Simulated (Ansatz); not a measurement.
# Run report: Pt, geometry relaxation

System: Pt (2 atoms in the cell).
Method: DFT r2SCAN, scalar-relativistic, plane waves, PAW, no spin polarisation (Ansatz 0.2.0).

The structure derives from a Materials Project entry. It belongs to a series of runs on one base structure; here: film's bulk on the substrate's plane, third vector and atoms relaxed. Figures and captions count atoms from 1; the log counts them from 0 in places.

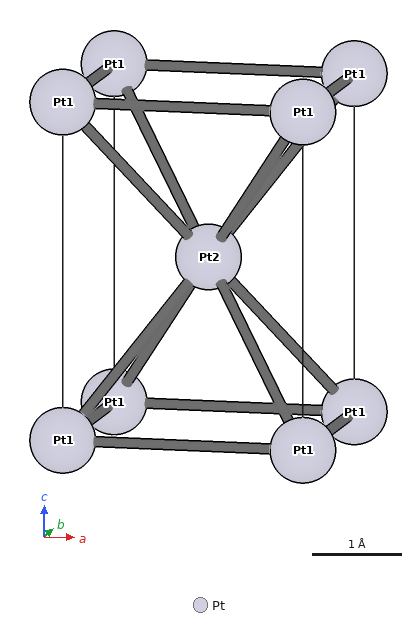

Figure 1. The input geometry (ball-and-stick view of the reduced cell, seen slightly off an axis; atoms are numbered from 1 in the order of the input). Near neighbours in the crystal (not all of them lie inside the picture): Pt has 12 Pt at 2.73 to 2.79 Å.

## Input file
```yaml
crystal:
  lattice:
    - [3.8548809918, 0.0, 0.0]
    - [0.0, 3.8548809918, 0.0]
    - [-1.9274404959, 0.0, 2.022560372]
  atoms:
    - { symbol: Pt, position: [0.0, 0.0, 0.0] }
    - { symbol: Pt, position: [0.5, 0.5, 0.0] }
basis:
  ecutwfc: 500
kpoints:
  mp_grid: { grid: [9, 9, 17] }
hamiltonian:
  xc: r2scan
scf:
  occupations: { method: gaussian, width: 0.1 }
output:
  forces: true
  stress: true
  eigenvalues: true
relax:
  adjacent_minimum: "off"
  f_tol: 0.01
  max_steps: 50
  cell: { fix: [a, b, gamma], stress_tol: 0.1 }
```

Launch command:
```bash
ansatz run input.yaml --threads 8 --pin off --max-ram 20480MiB --backend cpu --events-out ev --progress --plain --runs-dir out
```

## The program's output
```
Warning: crystal.symmetry: narrowed to the stabiliser of the k-point mesh — unitary ops 16 → 8; excluded 8 operations that carry a point of the 9×9×17 mesh (shift [0, 0, 0]) off the mesh (the run samples exactly the mesh kpoints.mp_grid names, as under crystal.symmetry.detect: false, and its converged state has the mesh's symmetry, not the crystal's; ε∞, the Born charges and the force constants of a linear response (`dielectric:` by the response, `phonons.method: dfpt`) are averaged over those of the crystal's operations that the state keeps within a tolerance, where `mesh_tensors`, `unaveraged_element` or `gamma_mean_max_change_ev_ang2` stands beside them; a row that `dielectric.field_direction` solves alone is averaged likewise, with nothing beside; a Γ-centred mesh of equal divisions is mapped onto itself by every operation and keeps the whole group, as does a half-shifted one under kpoints.further_shifts: images)
Engine: ansatz 0.2.0, x86_64-unknown-linux-gnu
Pseudopotentials: kind: paw
Pseudopotential: Pt, paw, valence charge 18, recommended cutoff 500 eV (meta_gga), Pt.paw.azcp
Functional definition: r2SCAN
  parameter k0 = 0.174
  parameter k1 = 0.065
  parameter a1 = 4.9479
  exchange = r2scan_x(k0 = k0, k1 = k1, a1 = a1)
  correlation = r2scan_c
Crystal: 2 atoms, lattice volume = 30.055 Å³
Basis set: ecut = 500 eV, 755 PW (Γ), exchange–correlation on 120×120×96 points (64 copies of the dense FFT grid, shifted against one another)
Bands: 22, of which v1, the nominal top of the filled ones, is band 18 counted from 1 (17 counted from 0)
Symmetry: 8 space group operations
k-points: 385 of 1377
Non-local potential: Pt, projectors of the file, l = 0: 3, l = 1: 2, l = 2: 2, l = 3: 1
PAW form: soft (Blöchl's): semilocal exchange-correlation on the pseudo side does not see the compensation charge
PAW frozen core: Pt, regenerated for the run's functional (the file was generated under x = pbe(κ = 0.804, μ = 0.2195149727645171), c = pbe(β = 0.06672455060314922))
PAW one-centre angular grid: Pt, 590 points (default); XC on 160 Gauss nodes
Initial density: superposition of atomic densities (neutral atoms: chi_scale 0, normalization atom), corrected by the library's trained network
Initial wavefunctions: pseudopotential atomic-orbital guess
Functional: x = r2scan, c = r2scan; τ floored in thin density (d = 2e-4 eV/Å³)
SCF iter   1: F=—  HF=-25073.548976 eV  |F-HF|=—  |Δ(HF+E_count)|=         —  Δρ=1.39e-2  dr2=4.44e-2  dr2_τ=2.38e-2  ethr=1.77e-3  ⟨swp⟩=5.2  Hψ=34920  notcnv=0
preconditioner: auto → Kerker (q_TF=auto, 2.812 Å⁻¹)  [metal: Δε(μ)=0.006 eV  Ē_g=9.875 eV  σ=0.100 eV  W_gap=0.03  n_scr=14 (ndim 8)  ℏωp=30.3 eV  f_vac=0.000  D(μ)=3.38/eV (n_scr^D=44)]
SCF iter   2: F=—  HF=-25073.557817 eV  |F-HF|=—  |Δ(HF+E_count)|=   8.84e-3  Δρ=6.62e-3  dr2=8.80e-3  dr2_τ=1.31e-3  ethr=1.23e-4  ⟨swp⟩=2.2  Hψ=15126  notcnv=0
SCF iter   3: F=—  HF=-25073.558175 eV  |F-HF|=—  |Δ(HF+E_count)|=   3.57e-4  Δρ=1.66e-3  dr2=4.99e-4  dr2_τ=2.59e-5  ethr=2.44e-5  ⟨swp⟩=2.0  Hψ=11875  notcnv=0
SCF iter   4: F=—  HF=-25073.558437 eV  |F-HF|=—  |Δ(HF+E_count)|=   2.62e-4  Δρ=3.85e-4  dr2=2.89e-5  dr2_τ=2.17e-6  ethr=1.39e-6  ⟨swp⟩=2.0  Hψ=12209  notcnv=0
SCF iter   5: F=—  HF=-25073.558478 eV  |F-HF|=—  |Δ(HF+E_count)|=   4.06e-5  Δρ=1.22e-4  dr2=3.69e-6  dr2_τ=1.87e-7  ethr=8.02e-8  ⟨swp⟩=2.4  Hψ=14058  notcnv=0
SCF iter   6: F=—  HF=-25073.558482 eV  |F-HF|=—  |Δ(HF+E_count)|=   4.91e-6  Δρ=2.50e-5  dr2=1.65e-7  dr2_τ=3.16e-8  ethr=1.02e-8  ⟨swp⟩=2.0  Hψ=12332  notcnv=0
SCF iter   7: F=-25073.558482 eV  HF=-25073.558482 eV  |F-HF|=6.52e-9  |Δ(HF+E_count)|=   6.61e-8  Δρ=9.02e-6  dr2=1.88e-8  dr2_τ=6.60e-10  ethr=2.78e-10  ⟨swp⟩=4.8  Hψ=31333  notcnv=0
SCF 1 converged in 7 iterations: F = -25073.558482 eV  dr2 = 1.88e-8
  greatest PAW one-centre occupation: 1.000 electrons in one spin orbital (limit 2), on the Pt atom at site 1 (counted from 0), in its partial waves of l = 0
relax step   1: F+E_penalty+E_count = -25073.55848250 eV  Δ(F+E_penalty+E_count) = +0.000e0 eV  max|allowed force component| = 1.765e-29 eV/Å  Δτ_max = 0.0000 Å  P = +5.274 GPa  Ω = 30.055 Å³  fix = [a, b, gamma]  reactions: a +7.520, b +7.249 GPa  (7 SCF iters, dr2 threshold 1.00e-7 eV, accepted)
Crystal: 2 atoms, lattice volume = 30.229 Å³
Basis set: ecut = 500 eV, 771 PW (Γ), exchange–correlation on 120×120×96 points (64 copies of the dense FFT grid, shifted against one another)
Initial density: handed on by an earlier stage of this run
Initial wavefunctions: those handed on with the density
iter 1 solved again at ethr=5.24e-7 eV; its pass at ethr=3.10e-3 eV (dr2=1.89e-4 eV) is discarded
SCF iter   1: F=—  HF=-25073.554731 eV  |F-HF|=—  |Δ(HF+E_count)|=         —  Δρ=1.18e-3  dr2=2.02e-4  dr2_τ=4.23e-3  ethr=5.24e-7  ⟨swp⟩=2.4  Hψ=48069  notcnv=0
preconditioner: auto → Kerker (q_TF=auto, 2.809 Å⁻¹)  [metal: Δε(μ)=0.007 eV  Ē_g=9.795 eV  σ=0.100 eV  W_gap=0.04  n_scr=14 (ndim 8)  ℏωp=30.2 eV  f_vac=0.000  D(μ)=3.45/eV (n_scr^D=44)]
SCF iter   2: F=—  HF=-25073.558430 eV  |F-HF|=—  |Δ(HF+E_count)|=   3.70e-3  Δρ=5.67e-4  dr2=2.81e-5  dr2_τ=1.33e-5  ethr=5.24e-7  ⟨swp⟩=2.0  Hψ=15060  notcnv=0
SCF iter   3: F=—  HF=-25073.558434 eV  |F-HF|=—  |Δ(HF+E_count)|=   4.13e-6  Δρ=3.23e-4  dr2=8.56e-6  dr2_τ=9.66e-7  ethr=7.80e-8  ⟨swp⟩=1.1  Hψ=8628  notcnv=0
SCF iter   4: F=—  HF=-25073.558437 eV  |F-HF|=—  |Δ(HF+E_count)|=   2.34e-6  Δρ=3.88e-5  dr2=3.65e-7  dr2_τ=4.84e-8  ethr=2.38e-8  ⟨swp⟩=2.1  Hψ=12701  notcnv=0
SCF iter   5: F=-25073.558437 eV  HF=-25073.558437 eV  |F-HF|=1.79e-8  |Δ(HF+E_count)|=   3.43e-8  Δρ=1.18e-5  dr2=4.13e-8  dr2_τ=2.22e-9  ethr=5.56e-10  ⟨swp⟩=4.6  Hψ=30832  notcnv=0
SCF 2 converged in 5 iterations: F = -25073.558437 eV  dr2 = 4.13e-8
relax step   2: F+E_penalty+E_count = -25073.55843656 eV  Δ(F+E_penalty+E_count) = +4.594e-5 eV  max|allowed force component| = 5.995e-29 eV/Å  Δτ_max = 0.0000 Å  P = +3.664 GPa  Ω = 30.229 Å³  energy of the carried Pulay correction = -8.076e-5 eV  fix = [a, b, gamma]  reactions: a +6.090, b +5.875 GPa  (5 SCF iters, dr2 threshold 2.00e-7 eV, accepted)
Crystal: 2 atoms, lattice volume = 30.146 Å³
Basis set: ecut = 500 eV, 763 PW (Γ), exchange–correlation on 120×120×96 points (64 copies of the dense FFT grid, shifted against one another)
iter 1 solved again at ethr=1.24e-7 eV; its pass at ethr=3.10e-3 eV (dr2=4.47e-5 eV) is discarded
SCF iter   1: F=—  HF=-25073.557896 eV  |F-HF|=—  |Δ(HF+E_count)|=         —  Δρ=5.55e-4  dr2=4.20e-5  dr2_τ=9.65e-4  ethr=1.24e-7  ⟨swp⟩=3.0  Hψ=44564  notcnv=0
preconditioner: auto → Kerker (q_TF=auto, 2.810 Å⁻¹)  [metal: Δε(μ)=0.003 eV  Ē_g=9.828 eV  σ=0.100 eV  W_gap=0.01  n_scr=14 (ndim 8)  ℏωp=30.2 eV  f_vac=0.000  D(μ)=3.41/eV (n_scr^D=44)]
SCF iter   2: F=—  HF=-25073.558732 eV  |F-HF|=—  |Δ(HF+E_count)|=   8.36e-4  Δρ=2.69e-4  dr2=5.99e-6  dr2_τ=2.70e-6  ethr=1.17e-7  ⟨swp⟩=2.0  Hψ=14922  notcnv=0
SCF iter   3: F=—  HF=-25073.558733 eV  |F-HF|=—  |Δ(HF+E_count)|=   9.75e-7  Δρ=1.50e-4  dr2=1.76e-6  dr2_τ=2.05e-7  ethr=1.66e-8  ⟨swp⟩=1.1  Hψ=8663  notcnv=0
SCF iter   4: F=-25073.558734 eV  HF=-25073.558734 eV  |F-HF|=2.41e-8  |Δ(HF+E_count)|=   5.19e-7  Δρ=1.77e-5  dr2=7.58e-8  dr2_τ=1.08e-8  ethr=5.56e-10  ⟨swp⟩=3.1  Hψ=36227  notcnv=0
SCF 3 converged in 4 iterations: F = -25073.558734 eV  dr2 = 7.58e-8
relax step   3: F+E_penalty+E_count = -25073.55873366 eV  Δ(F+E_penalty+E_count) = -2.971e-4 eV  max|allowed force component| = 1.262e-29 eV/Å  Δτ_max = 0.0000 Å  P = +4.427 GPa  Ω = 30.146 Å³  energy of the carried Pulay correction = -4.210e-5 eV  fix = [a, b, gamma]  reactions: a +6.769, b +6.526 GPa  (4 SCF iters, dr2 threshold 2.00e-7 eV, accepted)
Initial wavefunctions: pseudopotential atomic-orbital guess (no wavefunctions were taken with the density)
iter 1 solved again at ethr=6.52e-9 eV; its pass at ethr=3.10e-3 eV (dr2=2.35e-6 eV) is discarded
SCF iter   1: F=—  HF=-25073.558751 eV  |F-HF|=—  |Δ(HF+E_count)|=         —  Δρ=1.23e-4  dr2=1.65e-7  dr2_τ=7.23e-8  ethr=6.52e-9  ⟨swp⟩=4.0  Hψ=61928  notcnv=0
preconditioner: auto → Kerker (q_TF=auto, 2.810 Å⁻¹)  [metal: Δε(μ)=0.003 eV  Ē_g=9.826 eV  σ=0.100 eV  W_gap=0.02  n_scr=14 (ndim 8)  ℏωp=30.2 eV  f_vac=0.000  D(μ)=3.41/eV (n_scr^D=44)]
SCF iter   2: F=—  HF=-25073.558769 eV  |F-HF|=—  |Δ(HF+E_count)|=   1.76e-5  Δρ=6.24e-5  dr2=3.95e-8  dr2_τ=4.35e-7  ethr=4.58e-10  ⟨swp⟩=2.0  Hψ=11682  notcnv=0
SCF iter   3: F=—  HF=-25073.558776 eV  |F-HF|=—  |Δ(HF+E_count)|=   7.25e-6  Δρ=3.65e-6  dr2=9.00e-10  dr2_τ=9.76e-10  ethr=1.10e-10  ⟨swp⟩=2.0  Hψ=12350  notcnv=0
SCF iter   4: F=-25073.558776 eV  HF=-25073.558776 eV  |F-HF|=9.20e-10  |Δ(HF+E_count)|=   1.67e-8  Δρ=9.07e-7  dr2=5.50e-11  dr2_τ=6.98e-11  ethr=1.00e-12  ⟨swp⟩=5.5  Hψ=35828  notcnv=0
SCF 4 converged in 4 iterations: F = -25073.558776 eV  dr2 = 5.50e-11
relax step   4: F+E_penalty+E_count = -25073.55877581 eV  Δ(F+E_penalty+E_count) = -4.214e-5 eV  max|allowed force component| = 7.889e-30 eV/Å  Δτ_max = 0.0000 Å  P = +4.428 GPa  Ω = 30.146 Å³  fix = [a, b, gamma]  reactions: a +6.771, b +6.527 GPa  stress off target by 2.99e-2 GPa on what of the cell is left free  SCF on the basis re-selected at this cell (its energy is not comparable with the rows above)  (4 SCF iters)
```

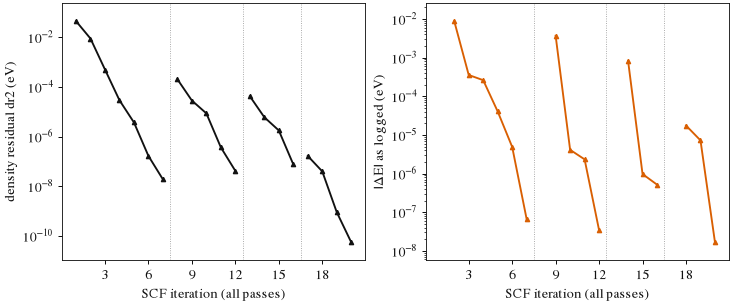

Figure 2. Convergence of the self-consistent field: density residual dr2 and size of the energy change against the SCF iteration. The dotted lines part the SCF passes of the relaxation: geometry steps, rejected trials and re-solves on a re-selected basis. The passes take 7, 5, 4 and 4 iterations.

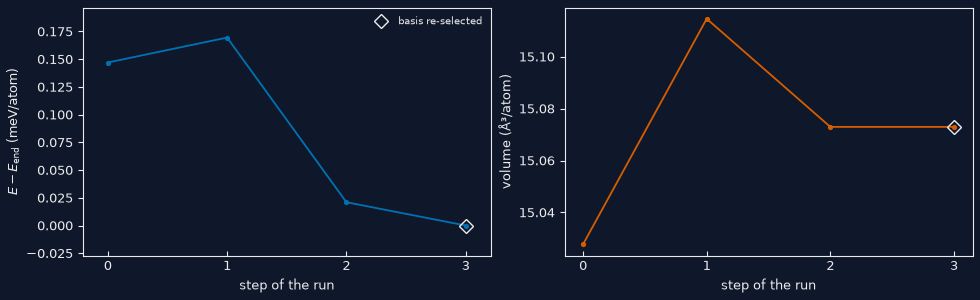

Figure 3. Progress of the relaxation, step by step (the first geometry is step 0 here and step 1 in the log). No atom moves by more than 0.005 Å relative to the cell. Over 2 geometry steps the energy falls by 0.1 meV per atom. All forces vanish by symmetry, so only the cell relaxes. Pressure: 5.27 GPa at the start and 4.43 GPa at the end. A last SCF at the same geometry on a re-selected plane-wave basis shifts the energy by next to nothing (0.0 meV per atom).

```
basis re-selected at this cell: Δ(F+E_penalty+E_count) = -4.214e-5 eV, ΔP = +0.002 GPa vs the last step (what re-selecting the basis moved, of the pressure what is left beyond the Pulay correction that the steps carried, after the strain that the cell walked since its last selection, with what the two solves' SCF thresholds leave and, on support functions, any second-order correction that the steps lacked; it is no measure of the basis error at this ecutwfc). This SCF's stress stands 2.99e-2 GPa from its target on what of the cell is left free (relax.cell.stress_tol is 1.00e-1 GPa) and its largest allowed force component is 7.89e-30 eV/Å (relax.f_tol is 1.00e-2 eV/Å): within both
SCF converged after 4 iterations
Free energy (F): -25073.558776 eV
Harris-Foulkes:  -25073.558776 eV  (|F-HF|=9.20e-10)
Internal energy: -25073.541716 eV  (E = F + TS)
E sigma→0 (E₀):  -25073.550246 eV
Entropy (-TS):   -0.017060 eV (-8.530 meV/atom)
Fermi energy:    23.134588 eV
--- Per-component energies (eV) ---
  E_band       = -293.508044
  E_kinetic    = 1277.077555
  E_local      = -2931.021787  (includes V_loc(G=0)·N_el)
  E_nonlocal   = 404.124601
  E_hartree    = 1092.317087
  E_xc         = -500.873108
  E_vxc        = -675.987602  (∫ρ·V_xc dr)
  E_paw        = -18959.884331  (= ΣΔE_a)
  E_vpaw       = -595.499134  (= ΣTr[D̂ρ^β])
  E_aug_tail   = 0.000311  (compensation charges beyond the density's cutoff)
  E_vtau       = 43.163987  (kinetic-family band-sum trace: ∫τ·v_τ [+ j·A + Jᵃ·Aᵃ] dr)
  E_ewald      = -5454.819055
  E_core_change = -0.462989  (= ΣΔE_core)
  E_smearing   = -0.017060  (= −TS)
  E_closure    = -0.000000  (closes the sum)
  Σ components = -25073.558776   (vs F -25073.558776, Δ=0.00e0)
--- Forces (eV/Å), atoms counted from 1 ---
  atom   1  Pt     0.00000000     0.00000000     0.00000000
  atom   2  Pt     0.00000000     0.00000000     0.00000000
  max |Σ_I F_I| component: 1.58e-29 eV/Å
--- Stress (GPa, compression-positive) ---
        6.770647      -0.000000       0.023185
       -0.000000       6.527297       0.000000
        0.023185       0.000000      -0.013797
  P = ⅓ Tr σ = 4.4280 GPa (44.280 kbar)
--- Band table (eV; the first three rows and the last of 385) ---
  k-point 0: bands = ["-77.4025", "-77.3481", "-31.2677", "-31.0124", "-30.9629", "-30.7904", "-30.7709", "-30.7662", "12.6714", "15.8678", "16.2975", "18.8235", "19.4464", "19.4492", "21.0076", "21.7509", "23.0493", "23.3936", "23.9824", "25.4706", "33.0231", "34.7075"]
  k-point 1: bands = ["-77.4010", "-77.3481", "-31.2594", "-31.0210", "-30.9632", "-30.8067", "-30.7764", "-30.7717", "12.8534", "15.9941", "16.4214", "18.7160", "19.5451", "19.5479", "20.8726", "21.7934", "22.5069", "22.8199", "23.9826", "26.4494", "32.5696", "34.8697"]
  k-point 2: bands = ["-77.3968", "-77.3481", "-31.2354", "-31.0455", "-30.9639", "-30.8534", "-30.7922", "-30.7875", "13.3827", "16.3442", "16.7905", "18.4196", "19.8375", "19.8403", "20.5104", "21.1435", "21.9165", "22.2136", "23.9834", "28.0779", "31.9231", "34.3277"]
  k-point 384: bands = ["-77.3666", "-77.3637", "-31.2640", "-31.2474", "-30.9030", "-30.8838", "-30.8317", "-30.8164", "15.7019", "15.9071", "18.7648", "18.8901", "19.5831", "19.5948", "20.9093", "20.9758", "22.5467", "22.9155", "23.6903", "24.7750", "30.0782", "31.2957"]
--- Relaxed structure (3 steps of the walk, 3 accepted, 1 SCFs on fresh bases) ---
  F+E_penalty+E_count = -25073.55877581 eV   max|allowed force component| = 7.889e-30 eV/Å   (the final SCF, on the basis selected at the relaxed cell)
  cell:  # Å, volume = 30.1459 Å³
    - [3.8548809217055835, 0.0, 0.0007351266945175672]
    - [0.0, 3.8548809918, 0.0]
    - [-1.9270547581232151, 0.0, 2.0282788718809033]
  atoms:
    - { symbol: Pt, position: [0.0, 0.0, 0.0] }
    - { symbol: Pt, position: [0.5000000000000001, 0.5, 0.0] }
```

## Trajectory as extended XYZ (Å, eV, eV/Å), 4 frames, from step=1 to step=4
```
2
Lattice="3.8549 0.0000 0.0000 0.0000 3.8549 0.0000 -1.9274 0.0000 2.0226" Properties=species:S:1:pos:R:3:forces:R:3 step=1 energy=-25073.55848 pressure_GPa=5.27
Pt    0.0000    0.0000    0.0000    0.0000   0.0000   0.0000
Pt    1.9274    1.9274    0.0000    0.0000   0.0000   0.0000
2
Lattice="3.8549 0.0000 0.0007 0.0000 3.8549 0.0000 -1.9271 0.0000 2.0339" Properties=species:S:1:pos:R:3:forces:R:3 step=2 energy=-25073.55844 pressure_GPa=3.66
Pt    0.0000    0.0000    0.0000    0.0000   0.0000   0.0000
Pt    1.9274    1.9274    0.0004    0.0000   0.0000   0.0000
2
Lattice="3.8549 0.0000 0.0007 0.0000 3.8549 0.0000 -1.9271 0.0000 2.0283" Properties=species:S:1:pos:R:3:forces:R:3 step=3 energy=-25073.55873 pressure_GPa=4.43
Pt    0.0000    0.0000    0.0000    0.0000   0.0000   0.0000
Pt    1.9274    1.9274    0.0004    0.0000   0.0000   0.0000
2
Lattice="3.8549 0.0000 0.0007 0.0000 3.8549 0.0000 -1.9271 0.0000 2.0283" Properties=species:S:1:pos:R:3:forces:R:3 step=4 energy=-25073.55878 pressure_GPa=4.43
Pt    0.0000    0.0000    0.0000    0.0000   0.0000   0.0000
Pt    1.9274    1.9274    0.0004    0.0000   0.0000   0.0000
```

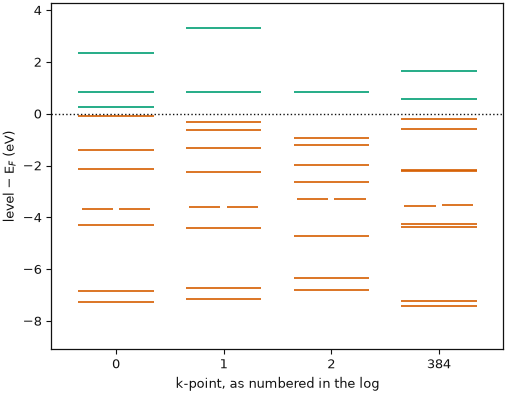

Figure 4. Kohn–Sham levels near the Fermi level (dotted) at the few k-points that the log prints; levels within 0.02 eV of each other stand side by side. The system is metallic on the full mesh.

## Key numbers

- outcome: converged
- space group (tolerance 0.01 Å): I4/mmm (139)
- electrons treated: 36
- free energy: −25073.5588 eV
- Fermi energy: 23.135 eV
- gap on the k-point mesh: none (metallic)
- pressure: 4.43 GPa
- final volume: 30.15 Å³
- largest force (length of the vector) at the end: under 0.001 eV/Å
- final cell: a = 3.855 Å, b = 3.855 Å, c = 2.798 Å, α = 90.00°, β = 133.52°, γ = 90.00°
- hardware: 8 threads of AMD EPYC (Zen 3), 189 GiB of memory available, shared host
- wall time: 40 s (CPU time 4.1 min)
- peak memory: 0.72 GiB

## Remarks

Warnings of the run: the k-point mesh lowers the symmetry that the run can use. Spin–orbit coupling is left out, which matters for Pt.
